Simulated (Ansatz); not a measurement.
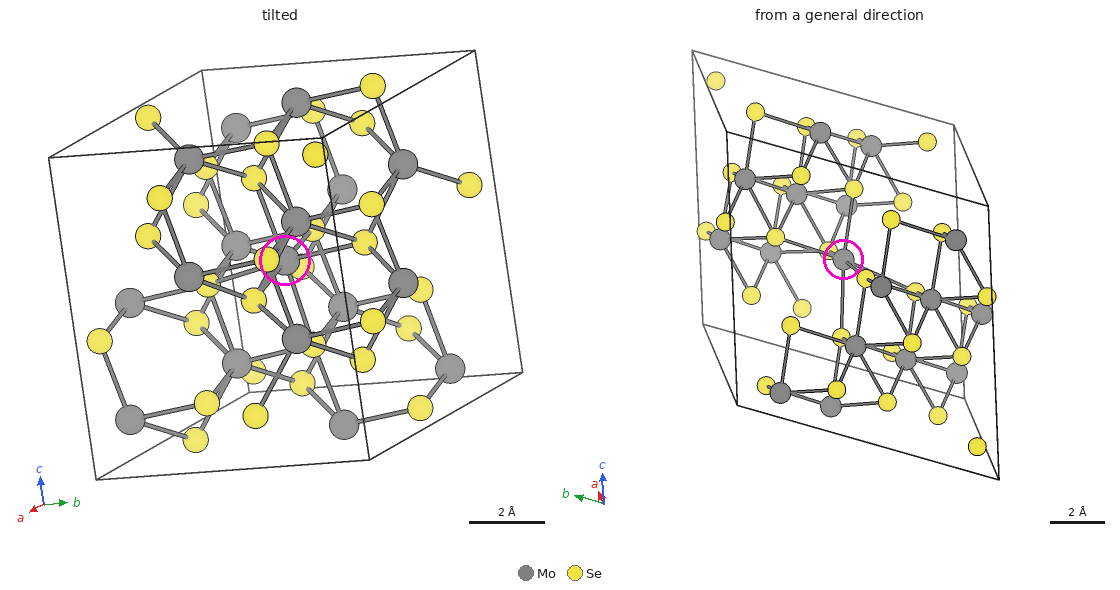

The figure gives a ball-and-stick picture of the atoms, viewed slightly off an axis and from a general direction. The frame is the supercell; atoms at its boundary are shown with their periodic copies. The host is MoSe$_{2}$, in a cell of 39 sites, and the cell is neutral. A ring marks the defect's site.

### Name the defect and give its surroundings.

An interstitial molybdenum atom. It is bonded to six Se at about 2.7 to 2.9 Å. Not all metal-metal contacts are counted.

Electronic-structure method: Ansatz 0.2.0, DFT PBE, scalar-relativistic, plane waves, PAW. Parameters: an energy cutoff of 420 eV, k-point mesh 2×2×2, Gaussian smearing of 0.01 eV, collinear spins.

### Is the defect spin-polarised?

Yes, 6.0 μB in the cell.

The atoms were relaxed in the host's cell with Ansatz 0.2.0, DFT PBE, scalar-relativistic, plane waves, PAW.
